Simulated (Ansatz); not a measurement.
**Cu: 5 runs along one coordinate**

System: Cu (I4/mmm, 1 atom in the cell).
Method: Kohn-Sham DFT of a periodic cell, r2SCAN, Ansatz PAW, no spin polarisation (Ansatz 0.2.0).

The 5 runs differ only in the geometry, by an even scaling of the cell at fixed fractional positions. The structure derives from a Materials Project entry.

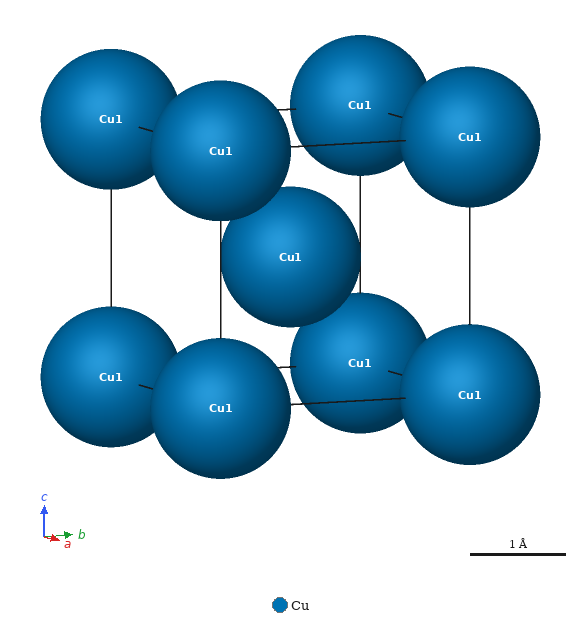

Figure 1. The structure of run 3 (spheres-only view of the cell 2 times as large as that of the calculation, set on its symmetry axes, seen slightly off an axis; atoms are numbered from 1 in the order of the input).

**Input of run 3**
```yaml
crystal:
  lattice:
    - [-1.44279332, 1.44279332, 1.37608145]
    - [1.44279332, -1.44279332, 1.37608145]
    - [1.44279332, 1.44279332, -1.37608145]
  atoms:
    - { symbol: Cu, position: [0.0, 0.0, 0.0] }
hamiltonian:
  xc: r2scan
  pseudopotentials: { kind: paw }
kpoints:
  mp_grid: { grid: [13, 13, 13] }
scf:
  occupations: { method: fermi_dirac, width: 0.05 }
output:
  forces: true
  stress: true
  eigenvalues: true
```

Command:
```bash
ansatz run input.yaml --threads 2 --pin off --max-ram 5632MiB --backend cpu --events-out ev --progress --plain --runs-dir out
```

Lattice vectors (Å) and fractional positions of run 3:
```
  -1.442793    1.442793    1.376081
   1.442793   -1.442793    1.376081
   1.442793    1.442793   -1.376081
Cu  0.000000  0.000000  0.000000
```

Run 4 differs from it as follows:
```diff
-    - [-1.44279332, 1.44279332, 1.37608145]
-    - [1.44279332, -1.44279332, 1.37608145]
-    - [1.44279332, 1.44279332, -1.37608145]
+    - [-1.4617796199, 1.4617796199, 1.3941898615]
+    - [1.4617796199, -1.4617796199, 1.3941898615]
+    - [1.4617796199, 1.4617796199, -1.3941898615]
```

**Results, with one run withheld**

| run | volume per atom (Å³) | free energy per atom, from the lowest run given (meV) | pressure (GPa) |
| --- | --- | --- | --- |
| 1 | 10.771 | 24.98 | 12.04 |
| 2 | 11.000 | 10.96 | 7.65 |
| 3 | 11.458 | 0.00 | 0.31 |
| 4 | 11.916 | ? | ? |
| 5 | 12.146 | 17.16 | −7.81 |

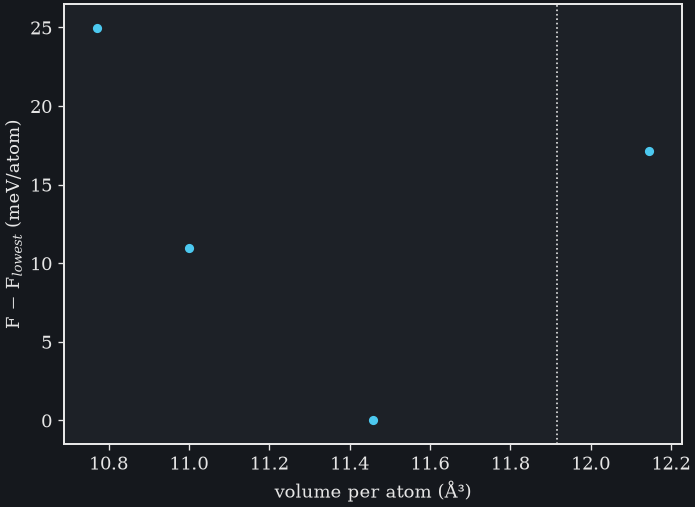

Figure 2. Free energy per atom of the runs given; the dotted line marks run 4.

What should run 4 give?

A quadratic polynomial in V^(−2/3) (the Birch–Murnaghan form), fitted to the 4 runs given, misses them by at most 0.12 meV per atom. With x = V^(−2/3) − 0.19831 Å⁻², it reads F = 1.0976 + 1275.6 x + 3.3689e+05 x² (meV per atom). At run 4 it gives 7.44 meV per atom, and the run itself gives 7.66. The slope of the fit gives a pressure −dF/dV of −5.48 GPa there, and the run prints −5.43 GPa. The fit has its minimum at 11.488 Å³ per atom, where V d²F/dV² gives 161 GPa. Cell shape and fractional positions are held, so this is the stiffness under even scaling; the relaxed bulk modulus wasn't computed.

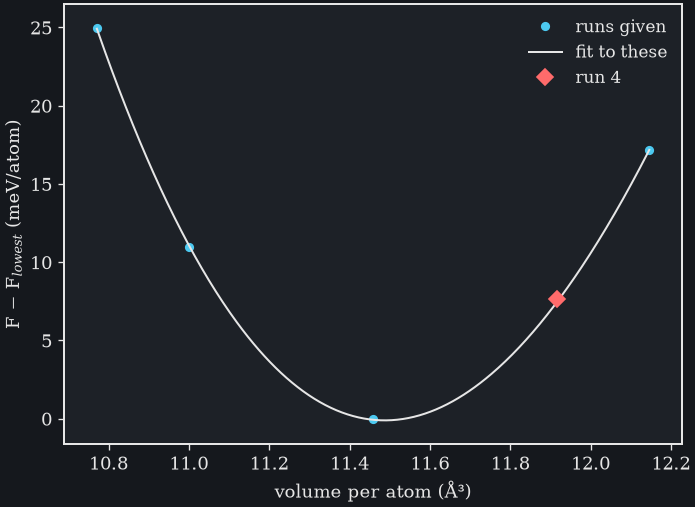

Figure 3. The fit and the withheld run.

**Output, shortened to warnings, some set-up lines, iterations and results (run 4)**
```
Basis set: ecut = 500 eV, 313 PW (Γ), exchange–correlation on 80×80×80 points (64 copies of the dense FFT grid, shifted against one another)
Symmetry: 16 space group operations
k-points: 196 of 2197
Initial density: superposition of atomic densities (neutral atoms: chi_scale 0, normalization atom), corrected by the library's trained network
[...]
SCF iter   1: F=—  HF=-6631.220730 eV  |F-HF|=—  |Δ(HF+E_count)|=         —  Δρ=4.10e-2  dr2=1.10e-1  dr2_τ=8.43e-4  ethr=1.77e-3  ⟨swp⟩=5.6  Hψ=13905  notcnv=0
SCF iter   2: F=—  HF=-6631.234816 eV  |F-HF|=—  |Δ(HF+E_count)|=   1.41e-2  Δρ=4.20e-2  dr2=1.14e-1  dr2_τ=1.16e-3  ethr=5.81e-4  ⟨swp⟩=2.9  Hψ=6559  notcnv=0  defer=58
SCF iter   3: F=—  HF=-6631.200455 eV  |F-HF|=—  |Δ(HF+E_count)|=   3.44e-2  Δρ=2.44e-3  dr2=4.05e-4  dr2_τ=5.04e-6  ethr=5.81e-4  ⟨swp⟩=2.3  Hψ=4690  notcnv=0  defer=58
SCF iter   4: F=—  HF=-6631.200375 eV  |F-HF|=—  |Δ(HF+E_count)|=   7.96e-5  Δρ=8.25e-4  dr2=5.76e-5  dr2_τ=9.35e-7  ethr=2.13e-6  ⟨swp⟩=2.3  Hψ=4471  notcnv=0  defer=58
SCF iter   5: F=—  HF=-6631.200375 eV  |F-HF|=—  |Δ(HF+E_count)|=   4.98e-7  Δρ=1.65e-4  dr2=1.98e-6  dr2_τ=5.00e-8  ethr=3.03e-7  ⟨swp⟩=1.7  Hψ=3281  notcnv=0  defer=58
SCF iter   6: F=-6631.200378 eV  HF=-6631.200378 eV  |F-HF|=1.95e-8  |Δ(HF+E_count)|=   3.64e-6  Δρ=1.79e-5  dr2=2.29e-8  dr2_τ=1.13e-9  ethr=5.26e-10  ⟨swp⟩=4.5  Hψ=13007  …
SCF 1 converged in 6 iterations: F = -6631.200378 eV  dr2 = 2.29e-8
SCF converged after 6 iterations
Free energy (F): -6631.200378 eV
Harris-Foulkes:  -6631.200378 eV  (|F-HF|=1.95e-8)
Internal energy: -6631.197802 eV  (E = F + TS)
E sigma→0 (E₀):  -6631.199090 eV
Entropy (-TS):   -0.002577 eV (-2.577 meV/atom)
Fermi energy:    16.322703 eV
--- Per-component energies (eV) ---
  E_band       = -389.229007
  E_kinetic    = 299.536511
  E_local      = -4077.878367  (includes V_loc(G=0)·N_el)
  E_nonlocal   = 396.113191
  E_hartree    = 1800.413688
  E_xc         = -83.520624
  E_vxc        = -124.236152  (∫ρ·V_xc dr)
  E_paw        = -1678.877399  (= ΣΔE_a)
  E_vpaw       = -492.538076  (= ΣTr[D̂ρ^β])
  E_aug_tail   = 0.000155  (compensation charges beyond the density's cutoff)
  E_vtau       = 8.933562  (kinetic-family band-sum trace: ∫τ·v_τ [+ j·A + Jᵃ·Aᵃ] dr)
  E_ewald      = -3286.683851
  E_core_change = -0.301108  (= ΣΔE_core)
  E_smearing   = -0.002577  (= −TS)
  E_closure    = -0.000000  (closes the sum)
  Σ components = -6631.200378   (vs F -6631.200378, Δ=0.00e0)
--- Forces (eV/Å), atoms counted from 1 ---
  atom   1  Cu    -0.00000000     0.00000000    -0.00000000
  max |Σ_I F_I| component: 2.34e-31 eV/Å
--- Stress (GPa, compression-positive) ---
       -5.364863      -0.000000       0.000000
        0.000000      -5.364863      -0.000000
        0.000000       0.000000      -5.568071
  P = ⅓ Tr σ = -5.4326 GPa (-54.326 kbar)
```
